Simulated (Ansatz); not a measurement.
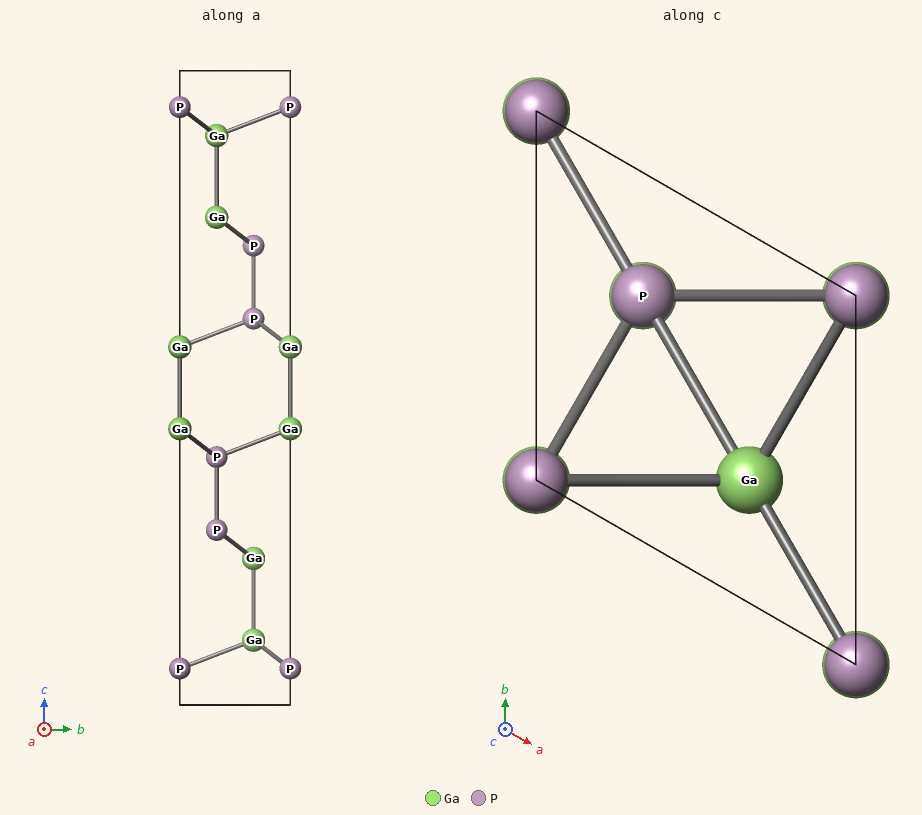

Drawn in the ball-and-stick manner and seen along the a axis and along the c axis. Atoms at the boundary of the conventional unit cell (the box) are drawn once for each face, edge or corner they touch.

GaP, space group R-3m (No. 166), a = 3.88 Å, b = 3.88 Å, c = 19.31 Å, α = 90.00°, β = 90.00°, γ = 120.00°.

The calculation: DFT PBE, spin-orbit coupling, plane waves, PAW in Ansatz, with a cutoff energy of 420 eV, k-points about 0.16 Å⁻¹ apart, Gaussian smearing of 0.02 eV, no moments seeded, so the run stays non-magnetic, spinor wavefunctions.

Classify it as metallic or gapped, with the value.

A semiconductor at this level, with a gap of 0.77 eV, indirect; the smallest direct gap is 1.13 eV.

The structure comes from a structure listed in the Materials Project. Earlier steps of the study may have refined or changed the cell and positions. Ansatz was used for an electronic-structure calculation on it.
